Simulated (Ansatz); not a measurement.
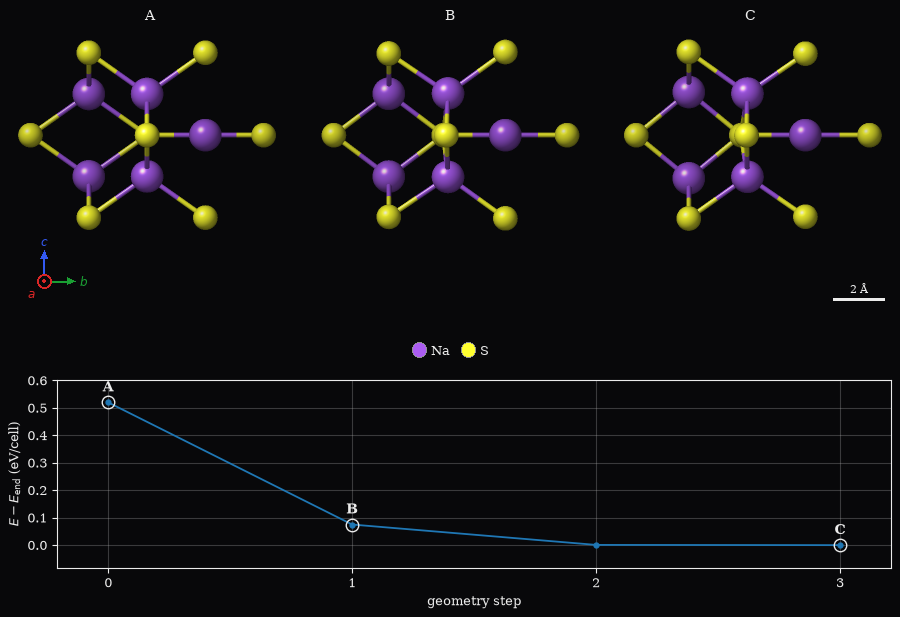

Frames of a relaxation of a defect cell of composition Na15S8 (started half-way along a vacancy jump, in the symmetry of that start), marked on the history of the run. The picture is a ball-and-stick view of the atoms within 5.0 Å of the atom that moves most (axes of the conventional cell (2 times the calculation's cell) (origin shifted)), seen along the a axis. Lengths and directions refer to the drawn axes.

Theory: Ansatz 0.2.0, DFT PBE, scalar-relativistic, plane waves, PAW.

Input
```yaml
crystal:
  lattice:
    - [-6.5678008208, 6.5678008208, 0.0]
    - [-6.5678008208, 0.0, 6.5678008208]
    - [0.0, 6.5678008208, 6.5678008208]
  atoms:
    - { symbol: Na, position: [0.375, 0.875, 0.375] }
    - { symbol: Na, position: [0.875, 0.375, 0.375] }
    - { symbol: Na, position: [0.875, 0.875, 0.875] }
    - { symbol: Na, position: [0.375, 0.375, 0.375] }
    - { symbol: Na, position: [0.375, 0.875, 0.875] }
    - { symbol: Na, position: [0.875, 0.375, 0.875] }
    - { symbol: Na, position: [0.375, 0.375, 0.875] }
    - { symbol: Na, position: [0.625, 0.625, 0.125] }
    - { symbol: Na, position: [0.0, 0.75, 0.25] }
    - { symbol: Na, position: [0.625, 0.125, 0.125] }
    - { symbol: Na, position: [0.625, 0.625, 0.625] }
    - { symbol: Na, position: [0.125, 0.125, 0.125] }
    - { symbol: Na, position: [0.125, 0.625, 0.625] }
    - { symbol: Na, position: [0.625, 0.125, 0.625] }
    - { symbol: Na, position: [0.125, 0.125, 0.625] }
    - { symbol: S, position: [0.0, 0.0, 0.0] }
    - { symbol: S, position: [0.5, 0.0, 0.0] }
    - { symbol: S, position: [0.0, 0.5, 0.0] }
    - { symbol: S, position: [0.0, 0.0, 0.5] }
    - { symbol: S, position: [0.5, 0.5, 0.0] }
    - { symbol: S, position: [0.5, 0.0, 0.5] }
    - { symbol: S, position: [0.0, 0.5, 0.5] }
    - { symbol: S, position: [0.5, 0.5, 0.5] }
basis:
  ecutwfc: 420
kpoints:
  mp_grid: { grid: [4, 4, 4] }
hamiltonian:
  xc: pbe
scf:
  occupations: { method: gaussian, width: 0.05 }
output:
  forces: true
  stress: true
  eigenvalues: true
  write_density: true
  write_potential: true
  elf: true
  volumetric_format: npy
relax:
  adjacent_minimum: "off"
  f_tol: 0.02
  max_steps: 60
  escape_saddle: false
```

Command:
```bash
ansatz run input.yaml --threads 4 --pin off --max-ram 9216MiB --backend cpu --events-out ev --progress --plain --runs-dir out
```

What happens along the run?

Answer. The largest moves, 0.23 Å, are those of S16 and S22. S16 goes along −b. By element the largest moves are S 0.23 Å, Na 0.16 Å. The cell stays as it was. Near-neighbour distances that change, for instance: Na9–S16 2.322 → 2.554 Å, Na6–Na15 3.284 → 3.438 Å, Na15–S16 2.844 → 2.707 Å, Na10–S17 2.844 → 2.907 Å. Among the angles between lasting bonds that change: S16–Na6–S22 109.5° → 101.1°, S16–Na5–S20 109.5° → 116.0°, S16–Na5–S21 109.5° → 106.0°. The energy falls by 0.520 eV per cell of the calculation in 3 geometry steps. Largest force component: 1.4 eV/Å at the start, 0.002 eV/Å at the end. From step 0 to 1: S atoms move most (0.13 Å), energy −0.445 eV per cell of the calculation. From step 1 to 3: S atoms move most (0.10 Å), energy −75.1 meV per cell of the calculation.

Limits of the set-up: the cell has an odd number of electrons but was run without spin polarisation.
